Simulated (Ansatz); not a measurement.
## Single-point calculation, with input and output: Al$_{12}$H

The run: single-point calculation of Al$_{12}$H (slab, 13 atoms in the cell). Method and program: DFT PBE+D3(BJ), scalar-relativistic, plane waves, PAW, PAW set soft_1, no spin polarisation (Ansatz 0.2.0).

The structure derives from an entry of the Crystallography Open Database. Figures and captions count atoms from 1; the log counts them from 0 in places.

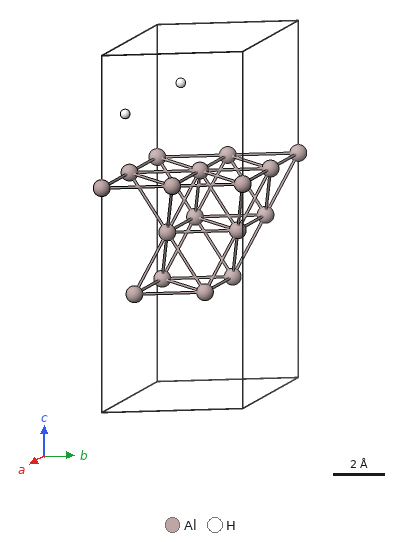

**Figure 1.** The structure (ball-and-stick view of the cell of the calculation, with the vacuum cut short, seen slightly off an axis). An atom can appear more than once, as a periodic image.

## Results in brief

| quantity | value |
| --- | --- |
| outcome | converged |
| electrons treated | 37 |
| free energy | −6463.5721 eV |
| work function, top face | 6.03 eV |
| work function, bottom face | 3.95 eV |
| Fermi energy | −0.662 eV |
| gap on the k-point mesh | none (metallic) |
| work function (upper face) | 6.03 eV |
| largest force (length of the vector) | 0.959 eV/Å |
| hardware | 1 thread of Intel Xeon @ 2.50GHz (Skylake/Cascade Lake), 16 GiB of memory available, shared host |
| wall time | 29 s |
| peak memory | 0.76 GiB |

## Input file
```yaml
crystal:
  lattice:
    - [5.6314608525, 0.0, 0.0]
    - [-2.8157304263, 4.8769881587, 0.0]
    - [0.0, 0.0, 21.5684292007]
  atoms:
    - { symbol: Al, position: [0.3333333333, 0.1666666667, 0.1854562501] }
    - { symbol: Al, position: [0.3333333333, 0.6666666667, 0.1854562501] }
    - { symbol: Al, position: [0.8333333333, 0.1666666667, 0.1854562501] }
    - { symbol: Al, position: [0.8333333333, 0.6666666667, 0.1854562501] }
    - { symbol: Al, position: [0.1666666667, 0.3333333333, 0.2913950739] }
    - { symbol: Al, position: [0.1666666667, 0.8333333333, 0.2913950739] }
    - { symbol: Al, position: [0.6666666667, 0.3333333333, 0.2913950739] }
    - { symbol: Al, position: [0.6666666667, 0.8333333333, 0.2913950739] }
    - { symbol: Al, position: [0.0, 0.0, 0.3972671872] }
    - { symbol: Al, position: [0.0, 0.5, 0.3972671872] }
    - { symbol: Al, position: [0.5, 0.0, 0.3972671872] }
    - { symbol: Al, position: [0.5, 0.5, 0.3972671872] }
    - { symbol: H, position: [0.0, 0.1666666667, 0.5363593748] }
basis:
  ecutwfc: 420
kpoints:
  mp_grid: { grid: [6, 6, 1] }
hamiltonian:
  xc: pbe
  pseudopotentials: { kind: paw, azcp: { folder: soft_1 } }
  dispersion: d3bj
scf:
  occupations: { method: gaussian, width: 0.1 }
output:
  forces: true
  eigenvalues: true
efield:
  axis: 3
  dipole_correction: true
  ramp_width: 0.04
```

Launch command:
```bash
ansatz run input.yaml --threads 1 --pin off --max-ram 3072MiB --backend cpu --events-out ev --progress --plain --runs-dir out
```

## What the program printed
```
Engine: ansatz 0.2.0, x86_64-unknown-linux-gnu
Pseudopotentials: kind: paw
Pseudopotential: Al, paw, valence charge 3, recommended cutoff 420 eV (normal), [file]
Pseudopotential: H, paw, valence charge 1, recommended cutoff 420 eV (normal), [file]
Functional definition: PBE
  parameter kappa = 0.804
  parameter beta = 0.06672455060314922
  exchange = pbe_x(kappa = kappa, mu = beta*pi^2/3)
  correlation = pbe_c(beta = beta)
Crystal: 13 atoms, lattice volume = 592.368 Å³
Basis set: ecut = 420 eV, 11605 PW (Γ), exchange–correlation on 80×80×300 points (8 copies of the dense FFT grid, shifted against one another)
Bands: 32, of which v1, the nominal top of the filled ones, is band 19 counted from 1 (18 counted from 0)
Symmetry: 1 space group operations
Space group: P1 (ITA 1), of the structure as read, at distance tolerance 8.4e-5 Å
k-points: 20 of 36 (time reversal used)
Non-local potential: Al, projectors of the file, l = 0: 2, l = 1: 2, l = 2: 1
Non-local potential: H, projectors of the file, l = 0: 2, l = 1: 1
PAW form: soft (Blöchl's): semilocal exchange-correlation on the pseudo side does not see the compensation charge
PAW one-centre angular grid: Al, 110 points (default); XC on 64 Gauss nodes
PAW one-centre angular grid: H, 110 points (default); XC on 64 Gauss nodes
Initial wavefunctions: pseudopotential atomic-orbital guess
Functional: x = pbe(κ = 0.804, μ = 0.2195149727645171), c = pbe(β = 0.06672455060314922)
SCF iter   1: F=—  HF=-6465.731725 eV  |F-HF|=—  |Δ(HF+E_count)|=         —  Δρ=1.88e-2  dr2=1.14e1  ethr=3.10e-3  p=-0.000 e·Å  D=-2.76e-7 V/Å  ΔV_dip=0.00 eV  dr2_dipole=6.64e-1  V_vac-E_F(+/−)=6.66/6.66 eV  ⟨swp⟩=9.2  Hψ=4095  notcnv=0
efield: sawtooth ramp at fractional position 0.8409 (placed from the atoms, in the widest stretch of the axis that holds none; the zero of the levels goes with the place), width 0.0400; the density the first Hamiltonian is built on has a dipole p = -0.000 e·Å; the dipole correction subtracts the counter field D = -2.76e-7 V/Å, which shifts the + side's vacuum level by +0.00 eV against the − side's; the planar-averaged density in the ramp window peaks in size at 5.4e-7 e/Å³
preconditioner: auto → LDOS  [metal: Δε(μ)=0.002 eV  Ē_g=6.536 eV  σ=0.100 eV  W_gap=0.01  n_scr=52 (ndim 8)  ℏωp=9.3 eV  f_vac=0.497  D(μ)=6.62/eV (n_scr^D=38)  β→1.0]
SCF iter   2: F=—  HF=-6463.834398 eV  |F-HF|=—  |Δ(HF+E_count)|=    1.90e0  Δρ=1.06e-2  dr2=3.69e0  ethr=3.10e-3  p=-0.430 e·Å  D=-1.31e-1 V/Å  ΔV_dip=2.83 eV  dr2_dipole=5.40e-2  V_vac-E_F(+/−)=6.29/3.46 eV  ⟨swp⟩=4.2  Hψ=1546  notcnv=0  defer=107
SCF iter   3: F=—  HF=-6463.576135 eV  |F-HF|=—  |Δ(HF+E_count)|=   2.58e-1  Δρ=2.69e-3  dr2=1.28e-1  ethr=3.10e-3  p=-0.308 e·Å  D=-9.40e-2 V/Å  ΔV_dip=2.03 eV  dr2_dipole=2.73e-2  V_vac-E_F(+/−)=6.31/4.29 eV  ⟨swp⟩=3.4  Hψ=1128  notcnv=0  defer=104
SCF iter   4: F=—  HF=-6463.572382 eV  |F-HF|=—  |Δ(HF+E_count)|=   3.75e-3  Δρ=1.28e-3  dr2=2.23e-2  ethr=3.45e-4  p=-0.336 e·Å  D=-1.03e-1 V/Å  ΔV_dip=2.21 eV  dr2_dipole=1.22e-3  V_vac-E_F(+/−)=6.18/3.97 eV  ⟨swp⟩=2.1  Hψ=1126  notcnv=0  defer=104
SCF iter   5: F=—  HF=-6463.572160 eV  |F-HF|=—  |Δ(HF+E_count)|=   2.23e-4  Δρ=6.09e-4  dr2=5.93e-3  ethr=6.03e-5  p=-0.326 e·Å  D=-9.96e-2 V/Å  ΔV_dip=2.15 eV  dr2_dipole=4.85e-4  V_vac-E_F(+/−)=6.09/3.94 eV  ⟨swp⟩=1.6  Hψ=609  notcnv=0  defer=104
SCF iter   6: F=—  HF=-6463.572054 eV  |F-HF|=—  |Δ(HF+E_count)|=   1.05e-4  Δρ=1.55e-4  dr2=5.87e-4  ethr=1.60e-5  p=-0.319 e·Å  D=-9.75e-2 V/Å  ΔV_dip=2.10 eV  dr2_dipole=1.24e-4  V_vac-E_F(+/−)=6.04/3.94 eV  ⟨swp⟩=1.9  Hψ=560  notcnv=0  defer=104
SCF iter   7: F=—  HF=-6463.572111 eV  |F-HF|=—  |Δ(HF+E_count)|=   5.69e-5  Δρ=3.20e-5  dr2=1.91e-5  ethr=1.59e-6  p=-0.317 e·Å  D=-9.67e-2 V/Å  ΔV_dip=2.09 eV  dr2_dipole=8.72e-7  V_vac-E_F(+/−)=6.03/3.94 eV  ⟨swp⟩=2.1  Hψ=724  notcnv=0  defer=104
SCF iter   8: F=—  HF=-6463.572140 eV  |F-HF|=—  |Δ(HF+E_count)|=   2.86e-5  Δρ=1.03e-5  dr2=1.67e-6  ethr=5.17e-8  p=-0.316 e·Å  D=-9.66e-2 V/Å  ΔV_dip=2.08 eV  dr2_dipole=1.71e-10  V_vac-E_F(+/−)=6.03/3.95 eV  ⟨swp⟩=2.1  Hψ=968  notcnv=0  defer=104
SCF iter   9: F=—  HF=-6463.572141 eV  |F-HF|=—  |Δ(HF+E_count)|=   9.24e-7  Δρ=4.83e-6  dr2=3.98e-7  ethr=4.52e-9  p=-0.316 e·Å  D=-9.66e-2 V/Å  ΔV_dip=2.08 eV  dr2_dipole=2.27e-9  V_vac-E_F(+/−)=6.03/3.95 eV  ⟨swp⟩=2.5  Hψ=1022  notcnv=0  defer=104
SCF iter  10: F=-6463.572141 eV  HF=-6463.572141 eV  |F-HF|=1.27e-8  |Δ(HF+E_count)|=   1.39e-7  Δρ=1.05e-6  dr2=1.30e-8  ethr=2.70e-10  p=-0.316 e·Å  D=-9.66e-2 V/Å  ΔV_dip=2.08 eV  dr2_dipole=4.03e-10  V_vac-E_F(+/−)=6.03/3.95 eV  ⟨swp⟩=24.1  Hψ=4630  notcnv=0
SCF 1 converged in 10 iterations: F = -6463.572141 eV  dr2 = 1.30e-8
  greatest PAW one-centre occupation: 0.464 electrons in one spin orbital (limit 2), on the Al atom at site 10 (counted from 0), in its partial waves of l = 0
```

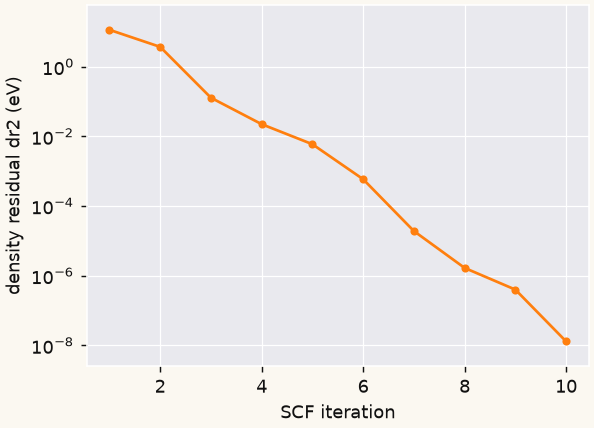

**Figure 2.** Convergence of the self-consistent field: density residual dr2 against the SCF iteration. The residual falls at every step.

```
SCF converged after 10 iterations
Free energy (F): -6463.572141 eV
Harris-Foulkes:  -6463.572141 eV  (|F-HF|=1.27e-8)
Internal energy: -6463.527560 eV  (E = F + TS)
E sigma→0 (E₀):  -6463.549850 eV
Entropy (-TS):   -0.044581 eV (-3.429 meV/atom)
Fermi energy:    -0.661610 eV
Dipole field:    D = -0.096566 V/Å  (p = -0.316122 e·Å, saw-weighted, corrected)
Work function:   Φ+ = 6.0298 eV   Φ− = 3.9471 eV
Levels:          The Fermi level and band energies are counted from a zero that moves with the ramp; work functions are not
--- Per-component energies (eV) ---
  E_band       = -176.021288
  E_kinetic    = 273.329173
  E_local      = -7033.787112  (includes V_loc(G=0)·N_el)
  E_nonlocal   = 122.611295
  E_hartree    = 3430.451874
  E_xc         = -453.786624
  E_vxc        = -351.476755  (∫ρ·V_xc dr)
  E_paw        = -5633.586911  (= ΣΔE_a)
  E_vpaw       = -42.784345  (= ΣTr[D̂ρ^β])
  E_aug_tail   = -0.000735  (compensation charges beyond the density's cutoff)
  E_efield     = 0.015263  (sawtooth field / dipole correction)
  E_vefield    = -4.817787  (∫n·V_field dr)
  E_ewald      = 2834.134988
  E_disp       = -2.908772  (pairwise vdW)
  E_smearing   = -0.044581  (= −TS)
  E_closure    = 0.000000  (closes the sum)
  Σ components = -6463.572141   (vs F -6463.572141, Δ=0.00e0)
--- Forces (eV/Å), atoms counted from 1 ---
  atom   1  Al     0.06291891     0.00884364    -0.09509330
  atom   2  Al     0.00969194     0.04391867    -0.07574155
  atom   3  Al    -0.05888015    -0.00892670    -0.04862304
  atom   4  Al    -0.01921420    -0.04128897    -0.11594852
  atom   5  Al     0.00036736     0.04663964     0.06538130
  atom   6  Al     0.04137714    -0.03577730    -0.06160494
  atom   7  Al    -0.00779502     0.03679045    -0.04984580
  atom   8  Al    -0.02406976    -0.03920538    -0.01430556
  atom   9  Al    -0.03958532     0.11125690     0.83148152
  atom  10  Al     0.03265336    -0.02860726     0.27391281
  atom  11  Al    -0.01944445    -0.01018510     0.11584058
  atom  12  Al    -0.00663107    -0.01592000     0.13069535
  atom  13  H      0.02861073    -0.06753729    -0.95614083
  max |Σ_I F_I| component: 8.04e-6 eV/Å
--- Band table (eV; the first three rows and the last of 20) ---
  k-point 0: bands = ["-11.5049", "-9.7476", "-6.9748", "-5.5005", "-5.4966", "-5.4900", "-5.4235", "-5.4185", "-5.4150", "-4.0461", "-4.0425", "-4.0409", "-3.8361", "-3.4463", "-3.4410", "-3.4391", "-1.2533", "-1.0118", "-1.0105", "-0.9276", "-0.7885", "-0.7852", "-0.7053", "0.3107", "2.0003", "2.0040", "2.0125", "2.0477", "2.0503", "2.0904", "2.7924", "4.1327"]
  k-point 1: bands = ["-11.3329", "-9.5770", "-7.2713", "-6.8047", "-6.2775", "-6.2768", "-5.5614", "-4.6029", "-4.6011", "-4.3277", "-4.3263", "-3.6756", "-3.4915", "-2.6699", "-2.6310", "-2.6291", "-1.6665", "-1.6264", "-1.4827", "-0.9937", "0.1600", "0.1744", "0.2320", "0.4880", "1.1712", "1.2358", "1.2866", "2.9075", "3.0639", "3.0872", "3.4608", "3.4740"]
  k-point 2: bands = ["-10.8183", "-9.0667", "-8.7793", "-7.0471", "-6.7728", "-6.7721", "-6.2967", "-5.0710", "-5.0696", "-4.3128", "-3.1955", "-3.0164", "-3.0145", "-2.2081", "-2.1915", "-1.4161", "-1.0550", "-1.0238", "-0.8541", "-0.6227", "0.5619", "0.5709", "0.7895", "0.8494", "1.0452", "1.0882", "1.8252", "1.8439", "2.6475", "2.9416", "2.9503", "3.3626"]
  k-point 19: bands = ["-9.9688", "-9.9610", "-8.2228", "-8.2187", "-6.9388", "-6.9376", "-5.4633", "-5.4540", "-5.2315", "-5.2301", "-2.6469", "-2.6273", "-2.4481", "-2.3508", "-1.1928", "-1.1902", "-0.9016", "-0.8335", "-0.6838", "0.3106", "0.3261", "0.6718", "0.7089", "1.1004", "1.1026", "1.1207", "1.3588", "2.1148", "2.2091", "3.3850", "3.3882", "3.5557"]
```

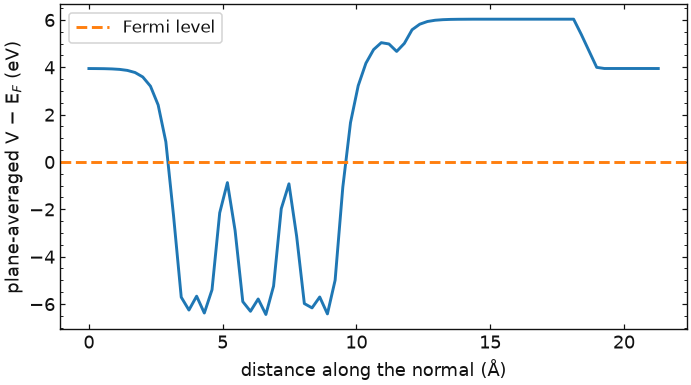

**Figure 3.** Plane average of the electrostatic potential energy of an electron across the cell, from the Fermi level. The vacuum level lies 6.03 eV above the Fermi level on the upper side and 3.95 eV on the lower.

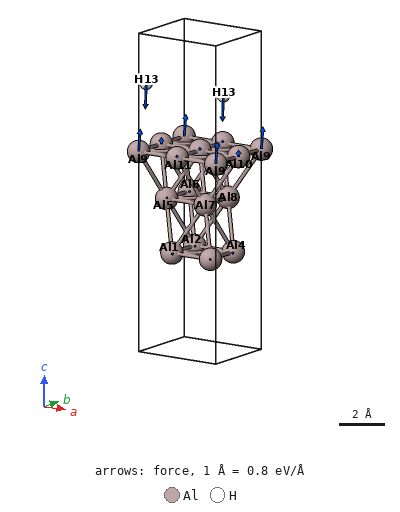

**Figure 4.** Forces on the atoms as blue arrows (ball-and-stick view of the cell of the calculation, with the vacuum cut short, seen slightly off an axis; atoms are numbered from 1 in the order of the input); the smallest are left out. The largest act on H13 (0.96 eV/Å); Al9 (0.84 eV/Å). The geometry is not a stationary point of this energy.
